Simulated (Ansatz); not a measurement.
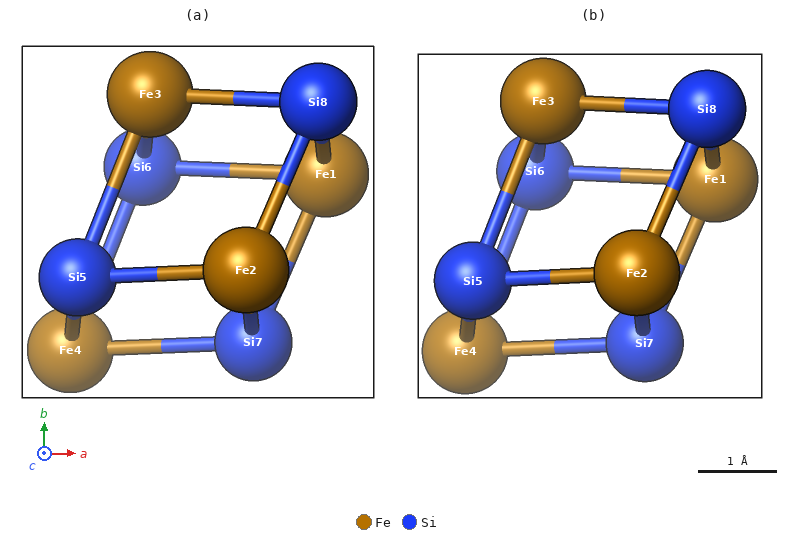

The structure of a crystal of FeSi (set up in P2_13) before (left) and after (right) a relaxation, at one scale.

Style: ball-and-stick. Shown: the cell of the calculation, along the c axis.

The run lets cell and atoms move.

Method: Ansatz 0.2.0, Kohn-Sham DFT of a periodic cell, PBE, Ansatz PAW.

Input file:
```yaml
crystal:
  lattice:
    - [4.5507, 0.0, 0.0]
    - [0.0, 4.5507, 0.0]
    - [0.0, 0.0, 4.5507]
  atoms:
    - { symbol: Fe, position: [0.86348, 0.63652, 0.36348], spin: 3.0 }
    - { symbol: Fe, position: [0.63652, 0.36348, 0.86348], spin: 3.0 }
    - { symbol: Fe, position: [0.36348, 0.86348, 0.63652], spin: 3.0 }
    - { symbol: Fe, position: [0.13652, 0.13652, 0.13652], spin: 3.0 }
    - { symbol: Si, position: [0.1576, 0.3424, 0.6576] }
    - { symbol: Si, position: [0.3424, 0.6576, 0.1576] }
    - { symbol: Si, position: [0.6576, 0.1576, 0.3424] }
    - { symbol: Si, position: [0.8424, 0.8424, 0.8424] }
hamiltonian:
  xc: pbe
  pseudopotentials: { kind: paw }
magnetization:
  spin_polarized: true
kpoints:
  mp_grid: { grid: [6, 6, 6] }
scf:
  occupations: { method: fermi_dirac, width: 0.05 }
output:
  forces: true
  stress: true
  eigenvalues: true
relax:
  f_tol: 0.01
  max_steps: 40
  cell: { stress_tol: 0.05 }
```

Command:
```bash
ansatz run input.yaml --threads 4 --pin off --max-ram 11264MiB --backend cpu --events-out ev --progress --plain --runs-dir out
```

**Describe what moved and what it gained.**

Over 6 accepted moves (8 points after the start) the energy falls by 37.1 meV per atom. The largest force component goes from 0.054 to 0.00014 eV/Å. Pressure: −10.43 GPa at the start and −0.01 GPa at the end. The line search rejected the trial step at point 2 of the run. At 1 point the geometry stayed and the basis and grid were re-selected for the new cell (energy shift of 0.2 meV per atom at most each time). The largest moves relative to the cell, 0.012 Å, are those of Si5, Si6, Si7 and Si8. Si8 goes along [−1 −1 −1]. Largest moves by element: Si 0.012 Å, Fe 0.003 Å. The drawn cell changes as follows: a = b = c 4.551 → 4.448 Å (−2.3 %); the volume changes by −6.6 %. Among the contacts that change: Fe1–Si6 2.374 → 2.311 Å, Fe1–Si6 (another image) 2.551 → 2.500 Å, Fe1–Si5 2.318 → 2.275 Å. The space group stays P2_13 (No. 198). At step 2 the optimiser overshot: the energy rose above the start, and later steps came back. The program noted that the starting moments weren't kept.
